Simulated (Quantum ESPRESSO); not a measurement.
# MgO (Periclase): optical spectrum from first principles

Wanted: where MgO (Periclase) starts to absorb, how strongly, and its refractive index. The cell comes from an older database entry, whose edges can differ from later determinations, mostly by under a per cent.

Main program and level: Quantum ESPRESSO 7.5; DFT, PBE, plane waves with norm-conserving potentials (PseudoDojo), scalar-relativistic, independent-particle optical response without local fields and without the non-local commutator.

The database entry behind the starting cell differs from later determinations by our own check (about 0.1 % long), so it need not match the best structure at ambient conditions.

## Step 1: Set-up

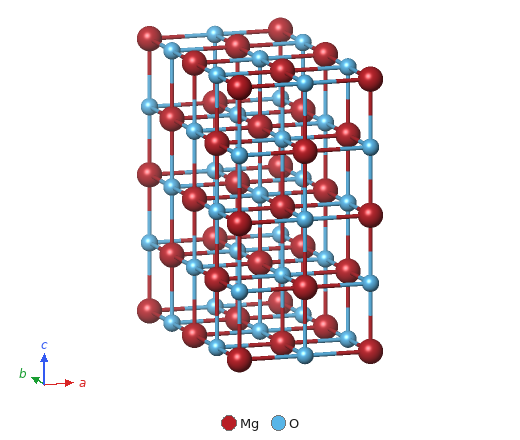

The cell as given, slightly off an axis (magnesium red, oxygen blue). 1×2×2 cells are drawn. This picture shows the conventional cell, with its axes. Some periodic images of atoms are drawn too.

## Step 2: Ground state

First the ground state: is it a metal or has it a gap?

This step: DFT, PBE, plane waves with norm-conserving potentials (PseudoDojo), scalar-relativistic, ground state (Quantum ESPRESSO 7.5).

Input file scf.in:

```
&control
  calculation = 'scf'
  prefix = 'x'
  outdir = './tmp'
  pseudo_dir = './'
  verbosity = 'high'
/
&system
  ibrav = 0
  nat = 2
  ntyp = 2
  ecutwfc = 90
  occupations = 'smearing'
  smearing = 'fd'
  degauss = 0.003675
  nbnd = 12
/
&electrons
  conv_thr = 1e-09
  electron_maxstep = 100
/
ATOMIC_SPECIES
  Mg 1.0 Mg.upf
  O 1.0 O.upf
CELL_PARAMETERS angstrom
  0.000000000000 2.108500000000 2.108500000000
  2.108500000000 0.000000000000 2.108500000000
  2.108500000000 2.108500000000 0.000000000000
ATOMIC_POSITIONS crystal
  Mg 0.000000000000 0.000000000000 0.000000000000
  O 0.500000000000 0.500000000000 0.500000000000
K_POINTS automatic
  9 9 9 0 0 0
```

Started as:

```bash
$ mpirun -n 4 pw.x -nk 4 -in scf.in
```

The log of the run:

```text
for quantum simulation of materials; please cite

     using ibrav=0 with symmetry is DISCOURAGED, use correct ibrav instead

     G-vector sticks info
     --------------------
     sticks:   dense  smooth     PW     G-vecs:    dense   smooth      PW
     Sum         793     793    241                14553    14553    2445

     Using Slab Decomposition

     bravais-lattice index     =            0
     lattice parameter (alat)  =       5.6349  a.u.
     unit-cell volume          =     126.5166 (a.u.)^3
     number of atoms/cell      =            2
     number of atomic types    =            2
     number of electrons       =        16.00
     number of Kohn-Sham states=           12
     kinetic-energy cutoff     =      90.0000  Ry
     charge density cutoff     =     360.0000  Ry
     scf convergence threshold =      1.0E-09
     mixing beta               =       0.7000
     number of iterations used =            8  plain     mixing
     Exchange-correlation= PBE
                           (   1   4   3   4   0   0   0)

     celldm(1)=   5.634916  celldm(2)=   0.000000  celldm(3)=   0.000000
     celldm(4)=   0.000000  celldm(5)=   0.000000  celldm(6)=   0.000000

     crystal axes: (cart. coord. in units of alat)
               a(1) = (   0.000000   0.707107   0.707107 )
               a(2) = (   0.707107   0.000000   0.707107 )
               a(3) = (   0.707107   0.707107   0.000000 )

     reciprocal axes: (cart. coord. in units 2 pi/alat)
               b(1) = ( -0.707107  0.707107  0.707107 )
               b(2) = (  0.707107 -0.707107  0.707107 )
               b(3) = (  0.707107  0.707107 -0.707107 )

     ./Mg.upf
     Pseudo is Norm-conserving, Zval = 10.0
     Generated using ONCVPSP code by D. R. Hamann
     Using radial grid of 1510 points,  4 beta functions with:
                l(1) =   0
                l(2) =   0
                l(3) =   1
                l(4) =   1

     ./O.upf
     Pseudo is Norm-conserving + core correction, Zval =  6.0
     Generated using ONCVPSP code by D. R. Hamann
     Using radial grid of  936 points,  5 beta functions with:
                l(1) =   0
                l(2) =   0
                l(3) =   1
                l(4) =   1
                l(5) =   2

     atomic species   valence    mass     pseudopotential
     Mg               10.00     1.00000     Mg( 1.00)
     O                 6.00     1.00000     O ( 1.00)

     48 Sym. Ops., with inversion, found

                                    s                        frac. trans.

     [... symmetry matrices left out ...]
   Cartesian axes

     site n.     atom                  positions (alat units)
         1        Mg     tau(   1) = (   0.0000000   0.0000000   0.0000000  )
         2        O      tau(   2) = (   0.7071068   0.7071068   0.7071068  )

   Crystallographic axes

     site n.     atom                  positions (cryst. coord.)
         1        Mg     tau(   1) = (  0.0000000  0.0000000  0.0000000  )
         2        O      tau(   2) = (  0.5000000  0.5000000  0.5000000  )

     number of k points=    35  Fermi-Dirac smearing, width (Ry)=  0.0037
                       cart. coord. in units 2pi/alat
        k(    1) = (   0.0000000   0.0000000   0.0000000), wk =   0.0027435
        k(    2) = (   0.0785674   0.0785674  -0.0785674), wk =   0.0219479
        k(    3) = (   0.1571348   0.1571348  -0.1571348), wk =   0.0219479
        k(    4) = (   0.2357023   0.2357023  -0.2357023), wk =   0.0219479
        k(    5) = (   0.3142697   0.3142697  -0.3142697), wk =   0.0219479
        k(    6) = (   0.1571348   0.0000000  -0.0000000), wk =   0.0164609
        k(    7) = (   0.2357023   0.0785674  -0.0785674), wk =   0.0658436
        k(    8) = (   0.3142697   0.1571348  -0.1571348), wk =   0.0658436
        k(    9) = (   0.3928371   0.2357023  -0.2357023), wk =   0.0658436
        k(   10) = (  -0.2357023  -0.3928371   0.3928371), wk =   0.0658436
        k(   11) = (  -0.1571348  -0.3142697   0.3142697), wk =   0.0658436
        k(   12) = (  -0.0785674  -0.2357023   0.2357023), wk =   0.0658436
        k(   13) = (  -0.0000000  -0.1571348   0.1571348), wk =   0.0329218
        k(   14) = (   0.3142697   0.0000000  -0.0000000), wk =   0.0164609
        k(   15) = (   0.3928371   0.0785674  -0.0785674), wk =   0.0658436
        k(   16) = (   0.4714045   0.1571348  -0.1571348), wk =   0.0658436
[...]
cryst. coord.
[...]
k(   28) = (   0.1111111   0.2222222  -0.4444444), wk =   0.1316872
        k(   29) = (   0.1111111   0.3333333   0.4444444), wk =   0.0658436
        k(   30) = (   0.1111111   0.3333333  -0.4444444), wk =   0.1316872
        k(   31) = (   0.1111111   0.3333333  -0.3333333), wk =   0.1316872
        k(   32) = (   0.1111111   0.3333333  -0.2222222), wk =   0.0658436
        k(   33) = (   0.1111111   0.4444444  -0.4444444), wk =   0.0658436
        k(   34) = (   0.1111111   0.4444444  -0.3333333), wk =   0.0658436
        k(   35) = (   0.2222222   0.4444444  -0.3333333), wk =   0.0658436

     Dense  grid:    14553 G-vectors     FFT dimensions: (  36,  36,  36)

     Initial potential from superposition of free atoms

     starting charge      15.9992, renormalised to      16.0000
     Starting wfcs are    9 randomized atomic wfcs +    3 random wfcs

     Self-consistent Calculation

     iteration #  1     ecut=    90.00 Ry     beta= 0.70
     Davidson diagonalization with overlap

            45 MiB given to the printing process from OS
            16 MiB allocation reported by mallinfo(arena+hblkhd)
------------------
     ethr =  1.00E-02,  avg # of iterations =  4.6

     total energy              =    -151.93713663 Ry
     estimated scf accuracy    <       0.38734491 Ry

     iteration #  2     ecut=    90.00 Ry     beta= 0.70
     Davidson diagonalization with overlap

            52 MiB given to the printing process from OS
            20 MiB allocation reported by mallinfo(arena+hblkhd)
------------------
     ethr =  2.42E-03,  avg # of iterations =  2.1

     total energy              =    -152.03907646 Ry
     estimated scf accuracy    <       0.32962543 Ry

     iteration #  3     ecut=    90.00 Ry     beta= 0.70
     Davidson diagonalization with overlap

            53 MiB given to the printing process from OS
            20 MiB allocation reported by mallinfo(arena+hblkhd)
------------------
     ethr =  2.06E-03,  avg # of iterations =  2.0

     total energy              =    -152.10199044 Ry
     estimated scf accuracy    <       0.00157943 Ry

     iteration #  4     ecut=    90.00 Ry     beta= 0.70
     Davidson diagonalization with overlap

            53 MiB given to the printing process from OS
            21 MiB allocation reported by mallinfo(arena+hblkhd)
------------------
     ethr =  9.87E-06,  avg # of iterations =  2.3

     total energy              =    -152.10217985 Ry
     estimated scf accuracy    <       0.00018540 Ry

     iteration #  5     ecut=    90.00 Ry     beta= 0.70
     Davidson diagonalization with overlap

            53 MiB given to the printing process from OS
            21 MiB allocation reported by mallinfo(arena+hblkhd)
------------------
     ethr =  1.16E-06,  avg # of iterations =  1.5

     total energy              =    -152.10219654 Ry
     estimated scf accuracy    <       0.00000362 Ry

     iteration #  6     ecut=    90.00 Ry     beta= 0.70
     Davidson diagonalization with overlap

            54 MiB given to the printing process from OS
            21 MiB allocation reported by mallinfo(arena+hblkhd)
------------------
     ethr =  2.26E-08,  avg # of iterations =  2.0

     total energy              =    -152.10219765 Ry
     estimated scf accuracy    <       0.00000020 Ry

     iteration #  7     ecut=    90.00 Ry     beta= 0.70
     Davidson diagonalization with overlap

            54 MiB given to the printing process from OS
            22 MiB allocation reported by mallinfo(arena+hblkhd)
------------------
     ethr =  1.28E-09,  avg # of iterations =  1.2

     total energy              =    -152.10219764 Ry
     estimated scf accuracy    <       0.00000004 Ry

     iteration #  8     ecut=    90.00 Ry     beta= 0.70
     Davidson diagonalization with overlap

            55 MiB given to the printing process from OS
            22 MiB allocation reported by mallinfo(arena+hblkhd)
------------------
     ethr =  2.56E-10,  avg # of iterations =  2.0

     total energy              =    -152.10219765 Ry
     estimated scf accuracy    <       0.00000002 Ry

     iteration #  9     ecut=    90.00 Ry     beta= 0.70
     Davidson diagonalization with overlap

            56 MiB given to the printing process from OS
            23 MiB allocation reported by mallinfo(arena+hblkhd)
------------------
     ethr =  9.67E-11,  avg # of iterations =  2.0

     End of self-consistent calculation

          k = 0.0000 0.0000 0.0000 (  1837 PWs)   bands (ev):

   -64.3571 -31.1098 -31.1098 -31.1098  -9.1597   8.0108   8.0108   8.0108
    12.7441  23.9489  23.9489  23.9489

     occupation numbers
     1.0000   1.0000   1.0000   1.0000   1.0000   1.0000   1.0000   1.0000
     0.0000   0.0000   0.0000   0.0000

          k = 0.0786 0.0786-0.0786 (  1835 PWs)   bands (ev):

   -64.3561 -31.1198 -31.1109 -31.1109  -9.0268   7.2380   7.9308   7.9308
    13.4900  22.4598  24.2311  24.2311

     occupation numbers
     1.0000   1.0000   1.0000   1.0000   1.0000   1.0000   1.0000   1.0000
     0.0000   0.0000   0.0000   0.0000

          k = 0.1571 0.1571-0.1571 (  1832 PWs)   bands (ev):

   -64.3536 -31.1448 -31.1134 -31.1134  -8.6704   5.7537   7.7357   7.7357
    14.8107  20.8629  24.6997  24.6997

     occupation numbers
     1.0000   1.0000   1.0000   1.0000   1.0000   1.0000   1.0000   1.0000
     0.0000   0.0000   0.0000   0.0000

          k = 0.2357 0.2357-0.2357 (  1853 PWs)   bands (ev):

   -64.3507 -31.1730 -31.1163 -31.1163  -8.2226   4.3773   7.5255   7.5255
    15.6837  20.3341  24.6225  24.6225

     occupation numbers
     1.0000   1.0000   1.0000   1.0000   1.0000   1.0000   1.0000   1.0000
     0.0000   0.0000   0.0000   0.0000

     [... further k points left out ...]

     the Fermi energy is    10.0653 ev

!    total energy              =    -152.10219766 Ry
     estimated scf accuracy    <          1.2E-11 Ry
     smearing contrib. (-TS)   =       0.00000000 Ry
     internal energy E=F+TS    =    -152.10219766 Ry

     The total energy is F=E-TS. E is the sum of the following terms:
     one-electron contribution =     -74.52951633 Ry
     hartree contribution      =      41.57527355 Ry
     xc contribution           =     -24.49222037 Ry
     ewald contribution        =     -94.65573450 Ry

     convergence has been achieved in   9 iterations

     XML data file, charge density, pseudopotentials, collected wavefunctions

                                        0.00s GPU  (     284 calls)

=------------------------------------------------------------------------------=
   JOB DONE.
=------------------------------------------------------------------------------=
```

The job ended after 3 s (4 MPI ranks of Arm Neoverse V2, shared host; peak memory 0.05 GiB).

This step gave:

| Item | Value |
| --- | --- |
| total energy | -152.1 Ry |
| gap on the k-mesh | 4.733 eV |
| direct gap on the mesh | 4.733 eV |

There is a gap, 4.73 eV on this mesh (points off the mesh can give less), so no carriers' term is needed.

(Continued in part 2 of 3.)

[Machine, clock, banner and «Message from routine» lines are left out of the logs.]

[Logs are printed without paths, hosts, clocks, repeated set-up lines and the standing remarks that a program may print on its own settings, such as how far it seeks lower states.]

[Hosts, paths, dates, database ids (printed as entryN), source tags and the programs' standing remarks are cut or masked in the printed files.]
